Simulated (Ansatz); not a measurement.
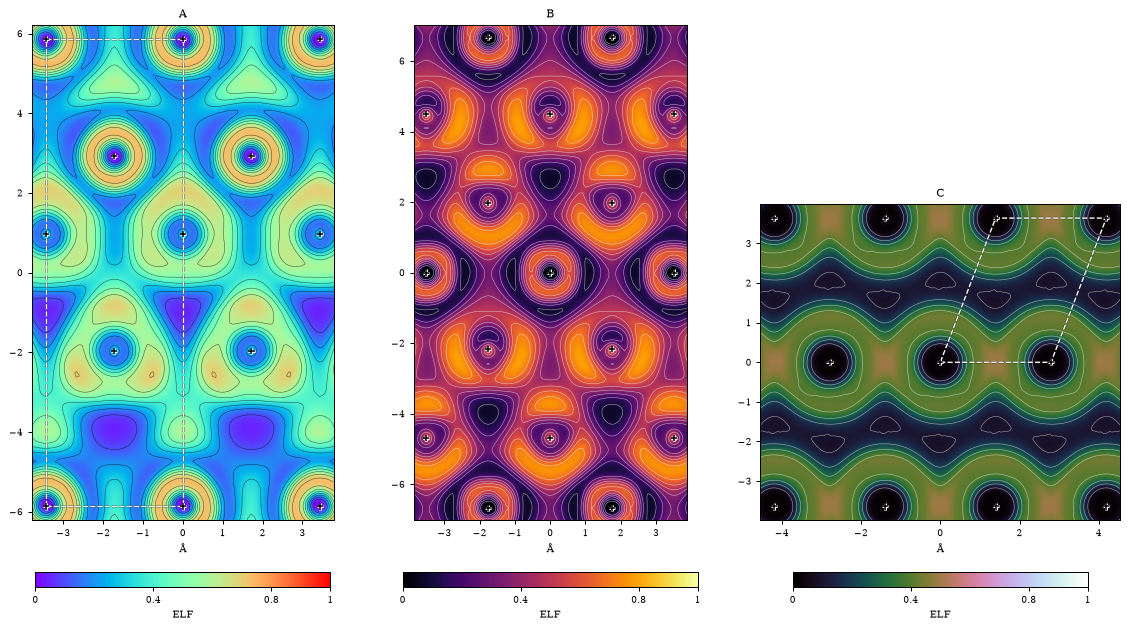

The electron localisation function of 3 systems, each on a plane through atoms (crosses mark nuclei in the plane).

Theory: Kohn-Sham DFT of a periodic cell, PBEsol, Ansatz PAW (Ansatz).

System 1: Ge, the (010) plane of the conventional cell. Space group P-1; a structure from a database of computed crystals, not necessarily the ambient phase; changed on purpose from its base cell (atoms moved at random by about 0.05 A).

```
Ge
1.0
     0.00000    0.00000    2.79483
    -2.57449    2.57449    1.39741
    -2.57449   -2.57449    1.39741
Ge
2
Direct
  0.36592 0.75103 0.75682
  0.63408 0.24897 0.24318
```

System 2: TaAs, the (010) plane of the conventional cell. Space group I4₁md; a structure from a database of computed crystals, not necessarily the ambient phase; computed pressure about −4 GPa in this cell.

```xyz
8
Lattice="3.4436 0.0000 0.0000 0.0000 3.4436 0.0000 0.0000 0.0000 11.7359" Properties=species:S:1:pos:R:3 pbc="T T T"
Ta    0.0000    0.0000    2.9336
Ta    1.7218    1.7218    8.8016
Ta    1.7218    0.0000   11.7355
Ta    0.0000    1.7218    5.8676
As    1.7218    1.7218    3.9037
As    0.0000    0.0000    9.7716
As    0.0000    1.7218    0.9697
As    1.7218    0.0000    6.8377
```

System 3: TiSi2, the (001) plane of the conventional cell. Space group Cmcm; a structure from a database of computed crystals, not necessarily the ambient phase.

```
Ti Si
1.0
     3.51708    0.00000    0.00000
     0.00000   13.34704    0.00000
     0.00000    0.00000    3.55533
Ti Si
4 8
Direct
  0.00000 0.89750 0.25000
  0.50000 0.39750 0.25000
  0.00000 0.10250 0.75000
  0.50000 0.60250 0.75000
  0.00000 0.24955 0.25000
  0.50000 0.74955 0.25000
  0.00000 0.75045 0.75000
  0.50000 0.25045 0.75000
  0.00000 0.56003 0.25000
  0.50000 0.06003 0.25000
  0.00000 0.43997 0.75000
  0.50000 0.93997 0.75000
```

Q: Which map belongs to which system?

A: Panel A is system 2, TaAs: the plane holds Ta and As. Ta–As (2.61 Å): the ELF is about 0.40 at the midpoint. Panel B is system 3, TiSi2: the plane holds Ti and Si. Panel C is system 1, Ge: the plane holds Ge. Ge–Ge (2.79 Å): the ELF is about 0.50 at the midpoint.
